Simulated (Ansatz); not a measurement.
# Geometry relaxation of C₁₃H₄Si₁₂ (part 4 of 4)

The same run, continued: C₁₃H₄Si₁₂ (slab, 29 atoms in the cell); DFT PBE+D3(BJ), scalar-relativistic, plane waves, PAW, no spin polarisation (Ansatz 0.2.0); cutoff 420 eV, 3×3×1 k-mesh, Gaussian smearing of 0.05 eV. The structure derives from an entry of the Crystallography Open Database. The input holds or restrains some coordinates. It belongs to a series of runs on one base structure; here: 1 CH4 a cell, inverted, over a bridge C-Si site.

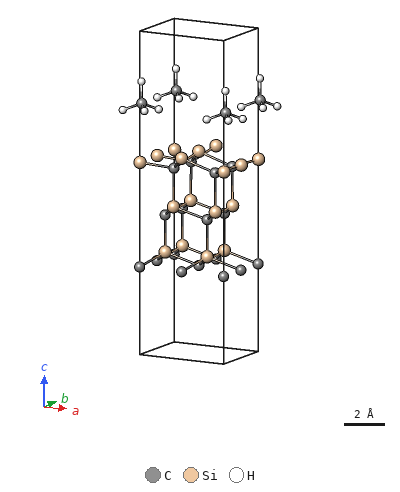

Fig. 1: The geometry at step 12 of the log (ball-and-stick view of the cell of the calculation, with the vacuum cut short, seen slightly off an axis).

### Trajectory as extended XYZ, continued
```
29
Lattice="6.1500 0.0000 0.0000 -3.0750 5.3261 0.0000 0.0000 0.0000 25.4242" Properties=species:S:1:pos:R:3:forces:R:3 step=8 energy=-10951.55027
C     3.0750    0.0000    8.0000    0.1373   0.1190   2.1617
C     1.5375    2.6630    8.0000    0.1244  -0.0156   2.2291
C     0.0000    0.0000    8.0000   -0.0907   0.0117   2.1160
C    -1.5375    2.6630    8.0000   -0.0622  -0.1395   2.1384
Si   -1.5375    4.4384    8.6277    0.0302  -0.0075  -3.1655
Si    0.0000    1.7754    8.6277   -0.0223   0.0233  -3.1740
Si    1.5375    4.4384    8.6277   -0.0375   0.0170  -3.1712
Si    3.0750    1.7754    8.6277    0.0243  -0.0242  -3.1120
C     1.5375    4.4384   10.5107   -0.1878  -0.2026   1.0149
C     3.0750    1.7754   10.5107   -0.1345  -0.0115   1.0719
C    -1.5375    4.4384   10.5107    0.0906  -0.0018   0.9004
C     0.0000    1.7754   10.5107    0.1493   0.2047   0.9502
Si   -0.0009    3.5511   11.1106    0.0054  -0.0009  -0.0583
Si    1.5414    0.8901   11.1069   -0.0147  -0.0090  -0.0646
Si    3.0730    3.5459   11.0975    0.0025   0.0176  -0.0655
Si    4.6120    0.8877   11.0763    0.0057  -0.0080   0.0187
C     3.0549    3.5243   13.0674    0.0074   0.0307   0.0509
C     4.6148    0.8794   13.0757   -0.0105  -0.0013  -0.0092
C     0.0190    3.5475   13.0648   -0.0366   0.0177   0.1001
C     1.5599    0.9094   13.0684   -0.0278  -0.0262   0.0196
Si    1.5310    2.6598   13.8342   -0.0181   0.0239   0.0052
Si    3.0746   -0.0069   13.6173    0.0157  -0.0698   0.0369
Si   -1.5294    2.6680   13.4610    0.0628   0.0389  -0.0169
Si    0.0256   -0.0096   13.2893    0.0052  -0.0017   0.0293
C     3.6646    4.9387   16.3566    0.0426  -0.0135  -0.0433
H     2.6883    4.5296   16.0543    0.0307   0.0180  -0.0134
H     3.7964    5.9785   16.0113    0.0004  -0.0986   0.0081
H     3.7218    4.9271   17.4510   -0.0019   0.0089   0.0207
H     4.4727    4.3012   15.9585   -0.0898   0.1005   0.0220
29
Lattice="6.1500 0.0000 0.0000 -3.0750 5.3261 0.0000 0.0000 0.0000 25.4242" Properties=species:S:1:pos:R:3:forces:R:3 step=9 energy=-10951.55337
C     3.0750    0.0000    8.0000    0.1418   0.1187   2.1695
C     1.5375    2.6630    8.0000    0.1318  -0.0045   2.2295
C     0.0000    0.0000    8.0000   -0.0909   0.0005   2.1153
C    -1.5375    2.6630    8.0000   -0.0677  -0.1305   2.1364
Si   -1.5375    4.4384    8.6277    0.0307  -0.0072  -3.1654
Si    0.0000    1.7754    8.6277   -0.0201   0.0248  -3.1715
Si    1.5375    4.4384    8.6277   -0.0374   0.0161  -3.1695
Si    3.0750    1.7754    8.6277    0.0234  -0.0242  -3.1089
C     1.5375    4.4384   10.5107   -0.2004  -0.1891   1.0310
C     3.0750    1.7754   10.5107   -0.1429  -0.0289   1.0789
C    -1.5375    4.4384   10.5107    0.1020   0.0046   0.9084
C     0.0000    1.7754   10.5107    0.1425   0.1957   0.9487
Si   -0.0005    3.5511   11.1117    0.0000  -0.0039  -0.0504
Si    1.5414    0.8899   11.1080   -0.0102  -0.0039  -0.0261
Si    3.0726    3.5460   11.0966    0.0047   0.0128  -0.0353
Si    4.6114    0.8877   11.0784    0.0113  -0.0068   0.0256
C     3.0530    3.5255   13.0723    0.0193   0.0215   0.0294
C     4.6124    0.8778   13.0802   -0.0080   0.0199  -0.0317
C     0.0200    3.5501   13.0662   -0.0267   0.0041   0.1081
C     1.5610    0.9087   13.0710   -0.0233  -0.0185   0.0098
Si    1.5295    2.6596   13.8406   -0.0167   0.0152  -0.0584
Si    3.0740   -0.0071   13.6460   -0.0009  -0.0571   0.0143
Si   -1.5280    2.6690   13.4421    0.0419   0.0340  -0.0370
Si    0.0256   -0.0076   13.2881    0.0204  -0.0020   0.0426
C     3.5996    5.0156   16.3354    0.0655  -0.0450  -0.0521
H     2.6242    4.6049   16.0264    0.0675   0.0350   0.0053
H     3.7450    6.0486   15.9698   -0.0055  -0.1392   0.0340
H     3.6387    5.0281   17.4322   -0.0047   0.0085  -0.0317
H     4.4125    4.3644   15.9634   -0.1473   0.1492   0.0513
29
Lattice="6.1500 0.0000 0.0000 -3.0750 5.3261 0.0000 0.0000 0.0000 25.4242" Properties=species:S:1:pos:R:3:forces:R:3 step=10 energy=-10951.55939
C     3.0750    0.0000    8.0000    0.1428   0.1168   2.1799
C     1.5375    2.6630    8.0000    0.1397   0.0142   2.2247
C     0.0000    0.0000    8.0000   -0.0883  -0.0152   2.1168
C    -1.5375    2.6630    8.0000   -0.0772  -0.1131   2.1353
Si   -1.5375    4.4384    8.6277    0.0296  -0.0042  -3.1703
Si    0.0000    1.7754    8.6277   -0.0122   0.0243  -3.1736
Si    1.5375    4.4384    8.6277   -0.0341   0.0114  -3.1681
Si    3.0750    1.7754    8.6277    0.0177  -0.0219  -3.1081
C     1.5375    4.4384   10.5107   -0.2062  -0.1652   1.0394
C     3.0750    1.7754   10.5107   -0.1495  -0.0483   1.0827
C    -1.5375    4.4384   10.5107    0.1238   0.0189   0.9005
C     0.0000    1.7754   10.5107    0.1400   0.1756   0.9335
Si    0.0000    3.5513   11.1110   -0.0016  -0.0088  -0.0344
Si    1.5411    0.8894   11.1086   -0.0018   0.0106  -0.0137
Si    3.0728    3.5470   11.0938   -0.0045  -0.0037  -0.0173
Si    4.6111    0.8877   11.0812    0.0036  -0.0028   0.0087
C     3.0538    3.5309   13.0743    0.0153   0.0048   0.0239
C     4.6095    0.8786   13.0800    0.0152   0.0112  -0.0204
C     0.0223    3.5550   13.0676   -0.0145  -0.0098   0.0779
C     1.5628    0.9077   13.0704   -0.0053   0.0077   0.0250
Si    1.5300    2.6610   13.8314   -0.0005  -0.0061  -0.0678
Si    3.0742   -0.0060   13.6794   -0.0066  -0.0228   0.0241
Si   -1.5251    2.6720   13.4117    0.0167   0.0129  -0.0334
Si    0.0266   -0.0023   13.2928   -0.0177   0.0100   0.0364
C     3.4879    5.1209   16.3375    0.0816  -0.0712  -0.0440
H     2.5290    4.6907   15.9976    0.1108   0.0612   0.0399
H     3.6332    6.1512   15.9620   -0.0190  -0.1462   0.0482
H     3.4866    5.1506   17.4375   -0.0056  -0.0046  -0.1240
H     4.3273    4.4822   16.0004   -0.1921   0.1640   0.0795
29
Lattice="6.1500 0.0000 0.0000 -3.0750 5.3261 0.0000 0.0000 0.0000 25.4242" Properties=species:S:1:pos:R:3:forces:R:3 step=11 energy=-10951.56591
C     3.0750    0.0000    8.0000    0.1434   0.1143   2.1922
C     1.5375    2.6630    8.0000    0.1490   0.0345   2.2203
C     0.0000    0.0000    8.0000   -0.0873  -0.0302   2.1180
C    -1.5375    2.6630    8.0000   -0.0894  -0.0951   2.1339
Si   -1.5375    4.4384    8.6277    0.0251   0.0011  -3.1722
Si    0.0000    1.7754    8.6277   -0.0011   0.0202  -3.1764
Si    1.5375    4.4384    8.6277   -0.0274   0.0049  -3.1635
Si    3.0750    1.7754    8.6277    0.0084  -0.0172  -3.1131
C     1.5375    4.4384   10.5107   -0.2143  -0.1507   1.0485
C     3.0750    1.7754   10.5107   -0.1625  -0.0739   1.0917
C    -1.5375    4.4384   10.5107    0.1345   0.0455   0.9145
C     0.0000    1.7754   10.5107    0.1455   0.1445   0.9223
Si    0.0003    3.5510   11.1101   -0.0017  -0.0001   0.0063
Si    1.5414    0.8900   11.1109   -0.0162  -0.0101  -0.0021
Si    3.0723    3.5471   11.0915    0.0018   0.0147  -0.0051
Si    4.6104    0.8874   11.0832    0.0096  -0.0067   0.0137
C     3.0535    3.5353   13.0772    0.0216   0.0304   0.0169
C     4.6061    0.8784   13.0809   -0.0041  -0.0129  -0.0265
C     0.0251    3.5583   13.0719   -0.0286   0.0124   0.0509
C     1.5642    0.9075   13.0740   -0.0223  -0.0326  -0.0012
Si    1.5316    2.6599   13.8194   -0.0124   0.0170  -0.0647
Si    3.0737   -0.0039   13.7191   -0.0070  -0.0435   0.0130
Si   -1.5238    2.6726   13.3751    0.0365   0.0406  -0.0150
Si    0.0247    0.0037   13.3049    0.0161  -0.0099  -0.0005
C     3.3614    5.2240   16.3295    0.0921  -0.0569  -0.0156
H     2.4123    4.7897   15.9682    0.0998   0.0572   0.0420
H     3.5153    6.2508   15.9498   -0.0285  -0.1199   0.0481
H     3.3285    5.2645   17.4297    0.0017  -0.0119  -0.1502
H     4.2144    4.5908   16.0212   -0.1818   0.1338   0.0782
29
Lattice="6.1500 0.0000 0.0000 -3.0750 5.3261 0.0000 0.0000 0.0000 25.4242" Properties=species:S:1:pos:R:3:forces:R:3 step=12 energy=-10951.57014
C     3.0750    0.0000    8.0000    0.1390   0.1079   2.2045
C     1.5375    2.6630    8.0000    0.1562   0.0533   2.2113
C     0.0000    0.0000    8.0000   -0.0829  -0.0465   2.1200
C    -1.5375    2.6630    8.0000   -0.0999  -0.0714   2.1314
Si   -1.5375    4.4384    8.6277    0.0223   0.0052  -3.1740
Si    0.0000    1.7754    8.6277    0.0123   0.0184  -3.1745
Si    1.5375    4.4384    8.6277   -0.0216  -0.0058  -3.1557
Si    3.0750    1.7754    8.6277   -0.0043  -0.0101  -3.1095
C     1.5375    4.4384   10.5107   -0.2287  -0.1446   1.0359
C     3.0750    1.7754   10.5107   -0.1841  -0.0945   1.0899
C    -1.5375    4.4384   10.5107    0.1553   0.0566   0.8955
C     0.0000    1.7754   10.5107    0.1452   0.1270   0.9045
Si    0.0002    3.5515   11.1112    0.0127  -0.0113  -0.0122
Si    1.5400    0.8882   11.1115    0.0145   0.0297  -0.0116
Si    3.0726    3.5490   11.0883   -0.0121  -0.0221  -0.0146
Si    4.6102    0.8865   11.0843   -0.0119   0.0079   0.0200
C     3.0555    3.5427   13.0768   -0.0044  -0.0609   0.0248
C     4.6019    0.8760   13.0777   -0.0259   0.0244   0.0106
C     0.0260    3.5633   13.0754   -0.0021  -0.0050  -0.0131
C     1.5635    0.9023   13.0721    0.0366   0.0382   0.0368
Si    1.5311    2.6610   13.7947    0.0373  -0.0442  -0.0379
Si    3.0719   -0.0060   13.7575    0.0086   0.0673  -0.0080
Si   -1.5208    2.6754   13.3365   -0.0202  -0.0741   0.0319
Si    0.0233    0.0077   13.3115   -0.0406   0.0500  -0.0053
C     3.2276    5.3258   16.3238    0.0770  -0.0088   0.0302
H     2.2860    4.8995   15.9396    0.0524   0.0333   0.0163
H     3.3958    6.3506   15.9503   -0.0306  -0.0702   0.0282
H     3.1634    5.3663   17.4218    0.0092  -0.0112  -0.1171
H     4.0868    4.6947   16.0420   -0.1086   0.0611   0.0450
29
Lattice="6.1500 0.0000 0.0000 -3.0750 5.3261 0.0000 0.0000 0.0000 25.4242" Properties=species:S:1:pos:R:3:forces:R:3 step=13 energy=-10951.57121
C     3.0750    0.0000    8.0000    0.1358   0.1084   2.2016
C     1.5375    2.6630    8.0000    0.1558   0.0516   2.2102
C     0.0000    0.0000    8.0000   -0.0825  -0.0445   2.1208
C    -1.5375    2.6630    8.0000   -0.1033  -0.0735   2.1316
Si   -1.5375    4.4384    8.6277    0.0230   0.0049  -3.1807
Si    0.0000    1.7754    8.6277    0.0099   0.0171  -3.1806
Si    1.5375    4.4384    8.6277   -0.0219  -0.0046  -3.1579
Si    3.0750    1.7754    8.6277   -0.0025  -0.0102  -3.1196
C     1.5375    4.4384   10.5107   -0.2318  -0.1390   1.0598
C     3.0750    1.7754   10.5107   -0.1771  -0.0962   1.1019
C    -1.5375    4.4384   10.5107    0.1588   0.0563   0.9200
C     0.0000    1.7754   10.5107    0.1290   0.1242   0.9234
Si    0.0004    3.5509   11.1111   -0.0021  -0.0003   0.0106
Si    1.5401    0.8894   11.1102   -0.0039  -0.0061  -0.0003
Si    3.0724    3.5482   11.0876    0.0038   0.0079   0.0100
Si    4.6094    0.8867   11.0865    0.0119   0.0010  -0.0228
C     3.0564    3.5410   13.0794   -0.0026   0.0263  -0.0082
C     4.5987    0.8773   13.0780    0.0239  -0.0314  -0.0040
C     0.0248    3.5621   13.0807    0.0015   0.0025  -0.0492
C     1.5626    0.9033   13.0740   -0.0111  -0.0170  -0.0119
Si    1.5335    2.6586   13.7867   -0.0008   0.0065   0.0108
Si    3.0713   -0.0031   13.7536   -0.0179   0.0030   0.0428
Si   -1.5218    2.6720   13.3447   -0.0056   0.0314   0.0309
Si    0.0197    0.0095   13.3160    0.0124  -0.0247  -0.0422
C     3.2242    5.3177   16.3318    0.0021   0.0165   0.0500
H     2.2944    4.8957   15.9200    0.0027  -0.0010   0.0105
H     3.3936    6.3455   15.9789   -0.0102   0.0330  -0.0104
H     3.1360    5.3395   17.4262   -0.0096  -0.0061  -0.0374
H     4.0892    4.6991   16.0613    0.0122  -0.0361  -0.0112
29
Lattice="6.1500 0.0000 0.0000 -3.0750 5.3261 0.0000 0.0000 0.0000 25.4242" Properties=species:S:1:pos:R:3:forces:R:3 step=14 energy=-10951.57236
C     3.0750    0.0000    8.0000    0.1305   0.1099   2.2041
C     1.5375    2.6630    8.0000    0.1588   0.0495   2.2075
C     0.0000    0.0000    8.0000   -0.0791  -0.0455   2.1201
C    -1.5375    2.6630    8.0000   -0.1071  -0.0688   2.1341
Si   -1.5375    4.4384    8.6277    0.0230   0.0008  -3.1793
Si    0.0000    1.7754    8.6277    0.0098   0.0202  -3.1791
Si    1.5375    4.4384    8.6277   -0.0215  -0.0084  -3.1603
Si    3.0750    1.7754    8.6277   -0.0028  -0.0059  -3.1160
C     1.5375    4.4384   10.5107   -0.2313  -0.1396   1.0518
C     3.0750    1.7754   10.5107   -0.1671  -0.0948   1.0947
C    -1.5375    4.4384   10.5107    0.1634   0.0477   0.9140
C     0.0000    1.7754   10.5107    0.1271   0.1294   0.9169
Si    0.0002    3.5509   11.1112    0.0031   0.0022  -0.0051
Si    1.5406    0.8893   11.1100   -0.0037  -0.0013   0.0052
Si    3.0727    3.5481   11.0877   -0.0007   0.0029  -0.0035
Si    4.6095    0.8869   11.0864    0.0033  -0.0035   0.0011
C     3.0578    3.5403   13.0776   -0.0001   0.0042   0.0103
C     4.5984    0.8764   13.0780    0.0003  -0.0083   0.0003
C     0.0231    3.5626   13.0750    0.0062   0.0096   0.0112
C     1.5631    0.9022   13.0737    0.0008  -0.0049  -0.0024
Si    1.5322    2.6595   13.7780   -0.0047   0.0004  -0.0060
Si    3.0707   -0.0040   13.7644    0.0038  -0.0034  -0.0059
Si   -1.5212    2.6713   13.3610   -0.0107   0.0010   0.0027
Si    0.0196    0.0085   13.3074    0.0026   0.0010  -0.0088
C     3.2192    5.3317   16.3398   -0.0060   0.0043  -0.0190
H     2.2766    4.9267   15.9407   -0.0008  -0.0013   0.0013
H     3.3987    6.3564   15.9807    0.0037   0.0055   0.0034
H     3.1443    5.3557   17.4336    0.0015   0.0004   0.0054
H     4.0677    4.6941   16.0574   -0.0025  -0.0031   0.0015
29
Lattice="6.1500 0.0000 0.0000 -3.0750 5.3261 0.0000 0.0000 0.0000 25.4242" Properties=species:S:1:pos:R:3:forces:R:3 step=15 energy=-10951.57276
C     3.0750    0.0000    8.0000    0.1274   0.1089   2.2079
C     1.5375    2.6630    8.0000    0.1614   0.0528   2.2052
C     0.0000    0.0000    8.0000   -0.0766  -0.0483   2.1197
C    -1.5375    2.6630    8.0000   -0.1120  -0.0617   2.1338
Si   -1.5375    4.4384    8.6277    0.0214  -0.0001  -3.1780
Si    0.0000    1.7754    8.6277    0.0121   0.0198  -3.1776
Si    1.5375    4.4384    8.6277   -0.0196  -0.0117  -3.1599
Si    3.0750    1.7754    8.6277   -0.0052  -0.0022  -3.1137
C     1.5375    4.4384   10.5107   -0.2314  -0.1363   1.0469
C     3.0750    1.7754   10.5107   -0.1666  -0.1006   1.0914
C    -1.5375    4.4384   10.5107    0.1686   0.0475   0.9146
C     0.0000    1.7754   10.5107    0.1227   0.1271   0.9134
Si    0.0005    3.5510   11.1112   -0.0034   0.0003   0.0027
Si    1.5404    0.8892   11.1103    0.0030  -0.0003  -0.0006
Si    3.0727    3.5482   11.0870    0.0021   0.0007   0.0010
Si    4.6094    0.8868   11.0873   -0.0020  -0.0003  -0.0003
C     3.0576    3.5411   13.0790   -0.0009   0.0063   0.0000
C     4.5964    0.8757   13.0775    0.0058  -0.0007  -0.0026
C     0.0225    3.5641   13.0752   -0.0083  -0.0037   0.0177
C     1.5635    0.9013   13.0728    0.0000  -0.0001   0.0094
Si    1.5311    2.6591   13.7701   -0.0008   0.0000  -0.0115
Si    3.0706   -0.0035   13.7768   -0.0103  -0.0068  -0.0257
Si   -1.5219    2.6707   13.3585    0.0116   0.0095   0.0046
Si    0.0187    0.0100   13.3051    0.0007  -0.0035   0.0027
C     3.1781    5.3769   16.3275   -0.0083  -0.0037  -0.0210
H     2.2233    4.9975   15.9302    0.0140   0.0109   0.0074
H     3.3805    6.3999   15.9743    0.0012  -0.0105   0.0043
H     3.1080    5.3955   17.4221    0.0067  -0.0040  -0.0045
H     4.0103    4.7199   16.0380   -0.0131   0.0108   0.0132
29
Lattice="6.1500 0.0000 0.0000 -3.0750 5.3261 0.0000 0.0000 0.0000 25.4242" Properties=species:S:1:pos:R:3:forces:R:3 step=16 energy=-10951.57306
C     3.0750    0.0000    8.0000    0.1241   0.1098   2.2070
C     1.5375    2.6630    8.0000    0.1614   0.0509   2.2021
C     0.0000    0.0000    8.0000   -0.0744  -0.0483   2.1198
C    -1.5375    2.6630    8.0000   -0.1138  -0.0591   2.1343
Si   -1.5375    4.4384    8.6277    0.0219  -0.0014  -3.1784
Si    0.0000    1.7754    8.6277    0.0129   0.0214  -3.1784
Si    1.5375    4.4384    8.6277   -0.0203  -0.0136  -3.1611
Si    3.0750    1.7754    8.6277   -0.0060  -0.0008  -3.1118
C     1.5375    4.4384   10.5107   -0.2351  -0.1410   1.0470
C     3.0750    1.7754   10.5107   -0.1620  -0.0962   1.0911
C    -1.5375    4.4384   10.5107    0.1728   0.0448   0.9153
C     0.0000    1.7754   10.5107    0.1203   0.1322   0.9118
Si    0.0001    3.5510   11.1115    0.0022  -0.0007  -0.0068
Si    1.5404    0.8892   11.1099    0.0050   0.0035  -0.0091
Si    3.0729    3.5485   11.0868   -0.0028  -0.0059  -0.0009
Si    4.6095    0.8868   11.0869   -0.0076   0.0016   0.0051
C     3.0577    3.5420   13.0791   -0.0012  -0.0164  -0.0075
C     4.5963    0.8756   13.0762   -0.0142   0.0145   0.0008
C     0.0208    3.5641   13.0755    0.0075  -0.0015   0.0000
C     1.5627    0.9009   13.0718    0.0083   0.0110   0.0048
Si    1.5300    2.6594   13.7641    0.0147  -0.0016   0.0063
Si    3.0692   -0.0039   13.7753    0.0136   0.0155  -0.0106
Si   -1.5222    2.6710   13.3652   -0.0148  -0.0236   0.0025
Si    0.0181    0.0102   13.3023   -0.0114   0.0043   0.0152
C     3.1680    5.3978   16.3199   -0.0042  -0.0127  -0.0367
H     2.1978    5.0560   15.9229    0.0395   0.0179   0.0169
H     3.4073    6.4153   15.9716   -0.0025  -0.0339   0.0072
H     3.1014    5.4127   17.4147    0.0025  -0.0023  -0.0002
H     3.9753    4.7103   16.0270   -0.0363   0.0317   0.0145
```

### Key numbers

| quantity | value |
| --- | --- |
| outcome | converged under the restraints of the input |
| electrons treated | 104 |
| free energy | −10951.5731 eV |
| work function, top face | 3.85 eV |
| work function, bottom face | 6.71 eV |
| Fermi energy | −0.209 eV |
| gap on the k-point mesh | none (metallic) |
| final volume | 832.78 Å³ |
| work function (upper face) | 3.85 eV |
| largest force (length of the vector) at the end, held atoms and coordinates included | 3.179 eV/Å |
| hardware | 2 threads of Arm Neoverse V1, 24 GiB of memory available, shared host |
| wall time | 8.6 min (CPU time 17 min) |
| peak memory | 1.2 GiB |

### Remarks

Warnings of the run: the exchange-correlation potential is rough where the density is thin.
